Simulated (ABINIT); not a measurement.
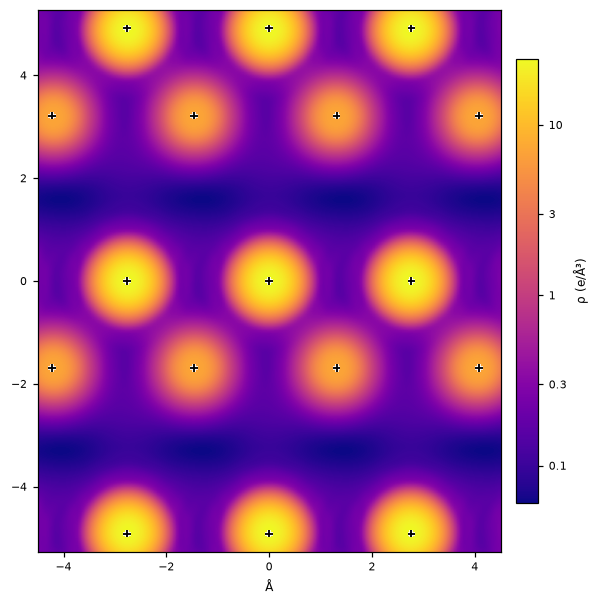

The valence charge density (pseudo) on a plane through atoms (crosses mark nuclei in the plane).

Level of theory: Kohn-Sham DFT of a periodic cell, PBE, JTH PAW PBE v2.0 in ABINIT.

Candidates:
A. CuO, a = 2.77 Å, b = 2.84 Å, c = 2.84 Å, α = 120.00°, β = 90.00°, γ = 90.00°. Space group P1; a generated structure, not necessarily the stable one; built by placing these elements on a known structure type.
B. Ag, a = 4.09 Å, b = 4.09 Å, c = 4.09 Å, α = 90.00°, β = 90.00°, γ = 90.00°. Space group Fm-3m; computed pressure about 5 GPa in this cell.
C. W (slab), a = 2.87 Å, b = 2.87 Å, c = 25.15 Å, α = 90.00°, β = 90.00°, γ = 90.00°. 

Q: Which candidate gave the map?

A: Candidate A: CuO on the (011) plane of the conventional cell, which holds Cu and O. Cu–O (2.14 Å): ρ is about 0.4 e/Å³ halfway. Cu–O (2.24 Å): ρ at the midpoint is about 0.34 e/Å³.
